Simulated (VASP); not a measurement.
# What a change does: single-point calculation on SiC3

System: SiC3 (4 atoms in the cell).
Method of the first run: DFT, plane waves, PAW, settings varied from a PBE run (VASP 6.6.1).

The structure was built on a prototype by a generator. The geometry comes from this level: r2SCAN (a point of a series of strains). 

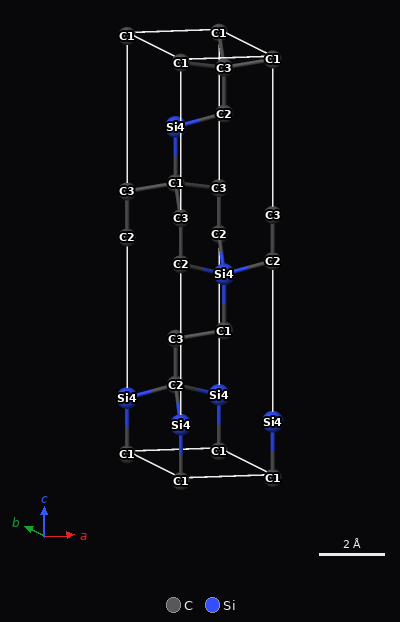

Fig. 1: The structure (ball-and-stick view of the cell 3 times as large as that of the calculation, set on its symmetry axes, seen at an oblique angle; atoms are numbered from 1 in the order of the input). Near neighbours in the crystal (not all of them lie inside the picture): C has 3 C at 1.74 Å and 1 Si at 1.88 Å; C has 1 C at 1.54 Å and 3 Si at 1.80 Å; C has 4 C at 1.54 to 1.74 Å; Si has 4 C at 1.80 to 1.88 Å.

INCAR, the first run:
```
ENCUT = 520.000000
EDIFF = 1.00e-07
GGA = PE
PREC = Accurate
IBRION = -1
ISIF = 2
NBANDS = 16
NSW = 0
LASPH = .TRUE.
LCHARG = .FALSE.
LWAVE = .FALSE.
LREAL = .FALSE.
ISMEAR = 1
SIGMA = 0.01
NELM = 92
```

KPOINTS, the first run:
```
KPOINTS created by Atomic Simulation Environment
0
Gamma
10 10 10
0 0 0
```

POSCAR, the first run:
```
C  Si
 1.0000000000000000
     1.4387886198946001    0.8306849970031174    4.6550861549000002
    -1.4387886198946001    0.8306849970031174    4.6550861549000002
     0.0000000000000000   -1.6613699940062354    4.6550861549000002
 C   Si
   3   1
Cartesian
  1.4387886198945998  0.8306849970031169  4.7664882233418338
 -0.0000000000000000 -0.0000000000000003  6.8365847026714519
  0.0000000000000001 -0.0000000000000003  5.2972643265726633
 -0.0000000000000001 -0.0000000000000005 12.1939512141425208
```

Launched with:
```bash
mpirun -np 1 vasp_std
```

Hardware: 1 CPU thread, shared host.

OSZICAR and lines of OUTCAR (the first run):
```
N       E                     dE             d eps       ncg     rms          rms(c)
DAV:   1     0.219892080903E+02    0.21989E+02   -0.75641E+03  3712   0.926E+02
DAV:   2    -0.312561685007E+02   -0.53245E+02   -0.48192E+02  5312   0.162E+02
DAV:   3    -0.333756097793E+02   -0.21194E+01   -0.21093E+01  4608   0.293E+01
DAV:   4    -0.333886852423E+02   -0.13075E-01   -0.13074E-01  4824   0.280E+00
DAV:   5    -0.333888088069E+02   -0.12356E-03   -0.12356E-03  4592   0.253E-01    0.106E+01
DAV:   6    -0.311816005540E+02    0.22072E+01   -0.30224E+00  4704   0.142E+01    0.489E+00
DAV:   7    -0.310392240128E+02    0.14238E+00   -0.10470E+00  5056   0.692E+00    0.252E+00
DAV:   8    -0.310166812012E+02    0.22543E-01   -0.82300E-02  4736   0.210E+00    0.485E-01
DAV:   9    -0.310145115847E+02    0.21696E-02   -0.15742E-02  4808   0.106E+00    0.159E-01
DAV:  10    -0.310148173135E+02   -0.30573E-03   -0.19894E-03  4832   0.310E-01    0.582E-02
DAV:  11    -0.310148635490E+02   -0.46236E-04   -0.10236E-04  4984   0.802E-02    0.254E-02
DAV:  12    -0.310148805697E+02   -0.17021E-04   -0.28669E-05  4976   0.441E-02    0.825E-03
DAV:  13    -0.310148811714E+02   -0.60168E-06   -0.20992E-06  4880   0.102E-02    0.488E-03
DAV:  14    -0.310148812923E+02   -0.12095E-06   -0.14538E-07  4352   0.385E-03    0.236E-03
DAV:  15    -0.310148813823E+02   -0.89944E-07   -0.17568E-07  3136   0.310E-03
   1 F= -.31014881E+02 E0= -.31014881E+02  d E =0.691413E-12
[... from OUTCAR:]
   NELECT =      16.0000    total number of electrons
 E-fermi :   8.7181
  free  energy   TOTEN  =       -31.0148813823 eV
  energy  without entropy=      -31.0148813823  energy(sigma->0) =      -31.01488138
```

For the second run the input was changed thus:
```diff
+NELM = 120
-ISMEAR = 1
-SIGMA = 0.01
-NELM = 92
+ISMEAR = -5
+SIGMA = 0.2
-Gamma
+Monkhorst-Pack
```

What does this change do to the results?

The energy doesn't change within 0.01 meV per atom. The number of SCF iterations is the same. The irreducible k-points go from 116 to 110.

OSZICAR and lines of OUTCAR (the second run):
```
N       E                     dE             d eps       ncg     rms          rms(c)
DAV:   1     0.215124061762E+02    0.21512E+02   -0.74677E+03  3528   0.922E+02
DAV:   2    -0.312639048602E+02   -0.52776E+02   -0.47830E+02  4960   0.161E+02
DAV:   3    -0.333758986493E+02   -0.21120E+01   -0.21018E+01  4392   0.293E+01
DAV:   4    -0.333887025344E+02   -0.12804E-01   -0.12801E-01  4504   0.278E+00
DAV:   5    -0.333888189887E+02   -0.11645E-03   -0.11645E-03  4352   0.247E-01    0.106E+01
DAV:   6    -0.311815392965E+02    0.22073E+01   -0.30213E+00  4504   0.142E+01    0.489E+00
DAV:   7    -0.310392641378E+02    0.14228E+00   -0.10494E+00  4768   0.693E+00    0.252E+00
DAV:   8    -0.310167383881E+02    0.22526E-01   -0.82758E-02  4488   0.211E+00    0.487E-01
DAV:   9    -0.310145203602E+02    0.22180E-02   -0.15933E-02  4552   0.107E+00    0.159E-01
DAV:  10    -0.310148270295E+02   -0.30667E-03   -0.20134E-03  4584   0.312E-01    0.586E-02
DAV:  11    -0.310148722753E+02   -0.45246E-04   -0.10335E-04  4720   0.806E-02    0.255E-02
DAV:  12    -0.310148894225E+02   -0.17147E-04   -0.28809E-05  4744   0.443E-02    0.830E-03
DAV:  13    -0.310148900327E+02   -0.61019E-06   -0.21425E-06  4600   0.103E-02    0.491E-03
DAV:  14    -0.310148901510E+02   -0.11829E-06   -0.14666E-07  4104   0.386E-03    0.238E-03
DAV:  15    -0.310148902417E+02   -0.90713E-07   -0.18124E-07  3072   0.314E-03
   1 F= -.31014890E+02 E0= -.31014890E+02  d E =0.000000E+00
[... from OUTCAR:]
   NELECT =      16.0000    total number of electrons
 E-fermi :   8.7435
  free  energy   TOTEN  =       -31.0148902417 eV
  energy  without entropy=      -31.0148902417  energy(sigma->0) =      -31.01489024
```

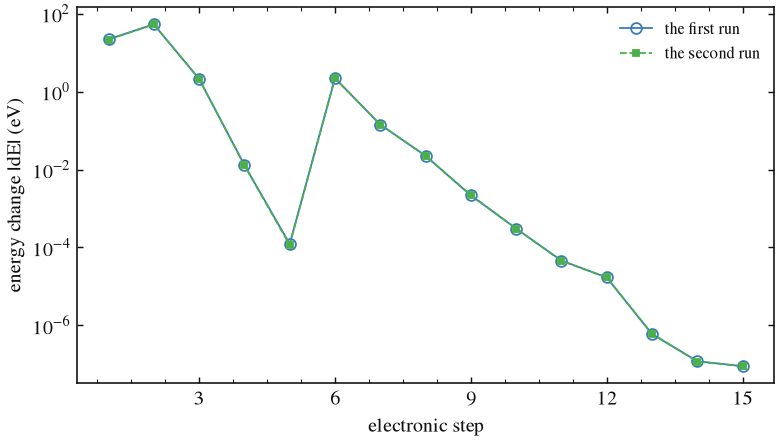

Fig. 2: Convergence of the two runs: energy change |dE| against the electronic step. The first run takes 15 steps in all, and the second run takes 15.

The two runs side by side:

```csv
quantity,the first run,the second run
outcome,converged,converged
free energy per atom (eV),−7.7537,−7.7537
gap on the mesh (eV),1.76,1.76
pressure (GPa),−3.59,−3.59
largest force (eV/Å),0.269,0.269
SCF iterations,15,15
irreducible k-points,116,110
```
